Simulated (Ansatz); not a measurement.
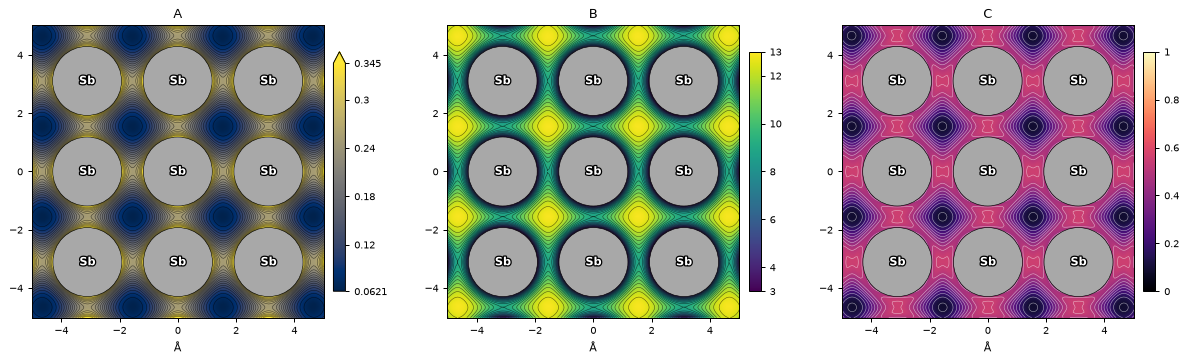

Sb: 3 fields on the (001) plane of the standardised cell, with unlabelled colour scales. Grey discs cover the atomic cores.

Space group Cmmm; a structure generated by program, which may or may not match a known phase; computed without spin polarisation.

Theory: DFT PBE, scalar-relativistic, plane waves, PAW (Ansatz).

Match the panels to the quantities (electron localisation function, electrostatic potential energy of an electron and valence pseudo-density).

Panel A: valence pseudo-density. Panel B: electrostatic potential energy of an electron (low next to the atoms, rising into the space between them). Panel C: electron localisation function. From the grid: Sb–Sb (3.11 Å): the density is about 0.25 e/Å³ at the midpoint; the ELF reaches about 0.55 near the midpoint.
